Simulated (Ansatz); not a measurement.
Hf6Si6HO24 (cell charge +1, with a compensating background) (cell with a defect)

The calculation's input:

```
crystal:
  lattice:
    - [-6.6449050321, 0.0, 0.0]
    - [0.0, -6.6449050321, 0.0]
    - [3.3224525161, 3.3224525161, 9.0224221621]
  atoms:
    - { symbol: Hf, position: [0.6689697901, 0.6644076863, 0.3341159695] }
    - { symbol: Hf, position: [1.0020246132, 0.001211115, -0.0003951801] }
    - { symbol: Hf, position: [0.3282882718, 0.3302916496, 0.6646400448] }
    - { symbol: Hf, position: [0.7488707228, 0.2465749621, 0.4984758102] }
    - { symbol: Hf, position: [0.0895428165, 0.5819425062, 0.1679432384] }
    - { symbol: Hf, position: [0.4158204051, 0.9179054855, 0.8330022923] }
    - { symbol: Si, position: [0.2518281846, 0.7478782824, 0.5002971518] }
    - { symbol: Si, position: [0.5843004183, 0.0816790866, 0.166428924] }
    - { symbol: Si, position: [0.9116297301, 0.4135259978, 0.8324925114] }
    - { symbol: Si, position: [0.8335471739, 0.8315429142, 0.6661691542] }
    - { symbol: Si, position: [0.1660005904, 0.1638692312, 0.3322835838] }
    - { symbol: Si, position: [0.5084734372, 0.5026555473, 0.0018495341] }
    - { symbol: O, position: [0.1048769071, 0.2887986931, 0.2123243145] }
    - { symbol: O, position: [0.4202202425, 0.6249109078, 0.8785798409] }
    - { symbol: O, position: [0.7709530126, 0.9539974332, 0.5448191997] }
    - { symbol: O, position: [0.0079057708, 0.6891692748, 0.3805783679] }
    - { symbol: O, position: [0.3396539374, 0.0274854963, 0.0463890266] }
    - { symbol: O, position: [0.6749448477, 0.3522508587, 0.7074151855] }
    - { symbol: O, position: [0.3747945555, 0.6862777795, 0.3790613103] }
    - { symbol: O, position: [0.7074763004, 0.0176607389, 0.0450632393] }
    - { symbol: O, position: [0.0374590851, 0.3497341306, 0.7110362001] }
    - { symbol: O, position: [0.7756173533, 0.5865921839, 0.5464171734] }
    - { symbol: O, position: [0.1060123443, 0.919608562, 0.2116500197] }
    - { symbol: O, position: [0.4403949276, 0.2547750209, 0.8784406394] }
    - { symbol: O, position: [0.4099258751, 0.2248743909, 0.4520164466] }
    - { symbol: O, position: [0.7460528785, 0.5550064502, 0.124441129] }
    - { symbol: O, position: [0.0782016726, 0.8973912844, 0.7861929235] }
    - { symbol: O, position: [0.3117956173, 0.62425536, 0.6209386609] }
    - { symbol: O, position: [0.6422370706, 0.9564811882, 0.2861807298] }
    - { symbol: O, position: [0.9774421332, 0.2926384051, 0.9541569524] }
    - { symbol: O, position: [0.3129510264, 0.9927656788, 0.6202645472] }
    - { symbol: O, position: [0.6469211322, 0.3254837642, 0.2877821779] }
    - { symbol: O, position: [0.9995485492, 0.6627890627, 0.9522212497] }
    - { symbol: O, position: [0.7103571865, 0.8888988769, 0.7875247744] }
    - { symbol: O, position: [0.0430724515, 0.2235017397, 0.4535510309] }
    - { symbol: O, position: [0.3803846419, 0.554992794, 0.1215703833] }
    - { symbol: H, position: [0.7083788184, 0.5409398111, 0.9130131617] }
  host:
    lattice:
      - [-3.3224525161, 3.3224525161, 3.007474054]
      - [3.3224525161, -3.3224525161, 3.007474054]
      - [3.3224525161, 3.3224525161, -3.007474054]
    atoms:
      - { symbol: Hf, position: [0.0, 0.0, 0.0] }
      - { symbol: Hf, position: [0.75, 0.25, 0.5] }
      - { symbol: Si, position: [0.25, 0.75, 0.5] }
      - { symbol: Si, position: [0.5, 0.5, 0.0] }
      - { symbol: O, position: [0.1347298444, 0.3189389224, 0.815790922] }
      - { symbol: O, position: [0.0689389224, 0.7531480004, 0.684209078] }
      - { symbol: O, position: [0.0689389224, 0.3847298444, 0.315790922] }
      - { symbol: O, position: [0.5031480004, 0.3189389224, 0.184209078] }
      - { symbol: O, position: [0.6810610776, 0.4968519996, 0.815790922] }
      - { symbol: O, position: [0.6152701556, 0.9310610776, 0.684209078] }
      - { symbol: O, position: [0.2468519996, 0.9310610776, 0.315790922] }
      - { symbol: O, position: [0.6810610776, 0.8652701556, 0.184209078] }
total_charge: 1
basis:
  ecutwfc: 420
  xc_grid: 2
kpoints:
  mp_grid: { grid: [2, 2, 2], shift: [0.0, 0.0, 0.0] }
hamiltonian:
  xc: pbe
scf:
  occupations: { method: gaussian, width: 0.02 }
output:
  forces: true
  stress: false
  eigenvalues: true
  charged_corrections:
    defect_position: [0.70833333, 0.5, 0.91666667]
    epsilon: [[12.6894, 0.0, 0.0], [0.0, 12.6894, 0.0], [0.0, 0.0, 12.4844]]
  write_density: true
  write_potential: true
  elf: true
  volumetric_format: npy
relax:
  adjacent_minimum: "off"
  f_tol: 0.03
  max_steps: 40
```

Command:

```sh
ansatz run input.yaml --threads 8 --pin off --max-ram 16384MiB --backend cpu --events-out ev --progress --plain --runs-dir out
```

The fields are those of the run's last geometry, not of the input's.

Computed with DFT PBE, scalar-relativistic, plane waves, PAW in Ansatz 0.2.0.

> What can the converged valence pseudo-density and electron localisation function tell about the bonding?

O–H (1.01 Å): ρ at the midpoint is about 3.5 e/Å³; the ELF climbs to about 0.95 towards the hydrogen, as it does in any bond to H (a covalent bond by its length).
Si–O (1.61 Å): ρ at the midpoint is about 1.3 e/Å³; the ELF peaks at about 0.85 between the atoms, as expected for a short, strongly polar bond.
Hf–O (2.08 Å): the density is about 0.75 e/Å³ at the midpoint; the ELF peaks at about 0.85 in the valence shell of O, 0.6 Å from its nucleus, and drops to about 0.15 between the two atoms (no localised pair shows between them).

> Metal or insulator at this level of theory?

It is gapped, with a Kohn–Sham gap of 5.2 eV on the k-point mesh (the band edges may lie off the mesh, which would make the gap smaller).

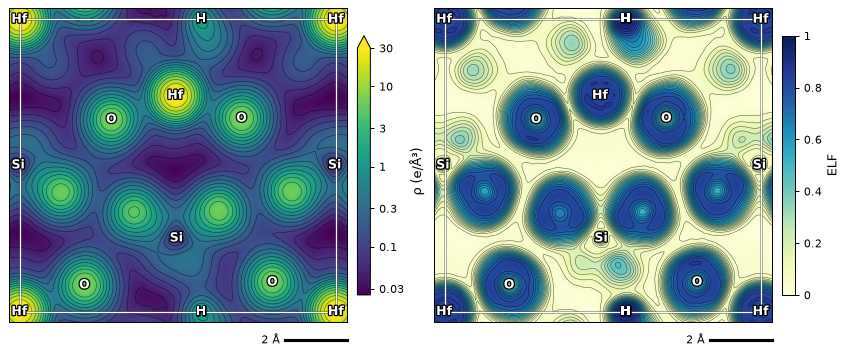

Computed valence pseudo-density and electron localisation function on the (110) plane of the calculation cell, in this order. Atoms just off the plane (O, 0.3 Å away) can leave unmarked features too.
